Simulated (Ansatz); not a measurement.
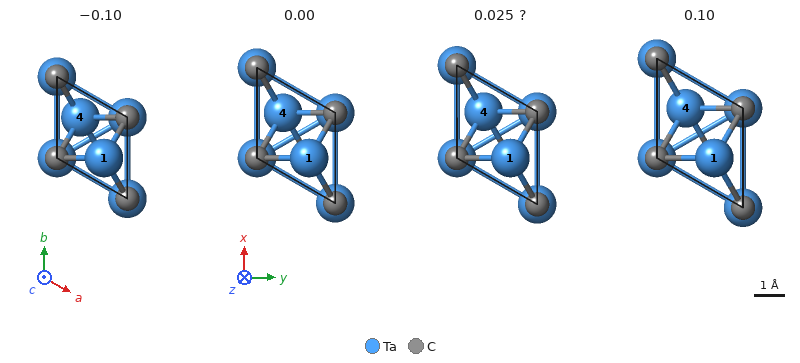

Crystalline Ta4C3 (R3m): the cell is strained equally along x and y, with the atoms kept at their fractional coordinates. x, y and z are the Cartesian axes of the input. Style: ball-and-stick. Shown: the conventional cell (3 times the calculation's cell), along the c axis. Lengths and directions refer to the drawn axes.

Level of theory: DFT PBEsol, scalar-relativistic, plane waves, PAW in Ansatz. Set-up: plane-wave cutoff 420 eV; k-point mesh 12 × 12 × 12; occupations gaussian; smearing width 0.15 eV; no spin polarisation. Energies (free energies at the smearing named) are counted from the relaxed crystal.

| strain | energy change (meV/atom) |
| --- | --- |
| −0.100 | 730 |
| −0.050 | 162 |
| 0.000 | 0 |
| 0.025 | ? |
| 0.075 | 266 |
| 0.100 | 444 |

Fill in the missing row.

A straight line between the two neighbours gives 89 meV/atom. A cubic through the four nearest rows (−0.050, 0.000, 0.075, 0.100) gives, with Lagrange weights, (−0.1000)(162) + (0.7500)(0) + (0.6000)(266) + (−0.2500)(444) = 32 meV/atom. The calculation gives 34 meV/atom, so the cubic is 2 meV/atom too low and the straight line 55 meV/atom too high, as the curve bends upwards here.

The whole profile:

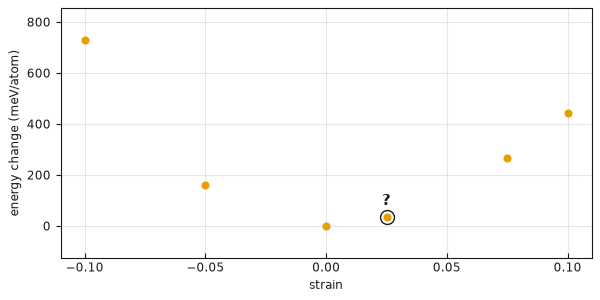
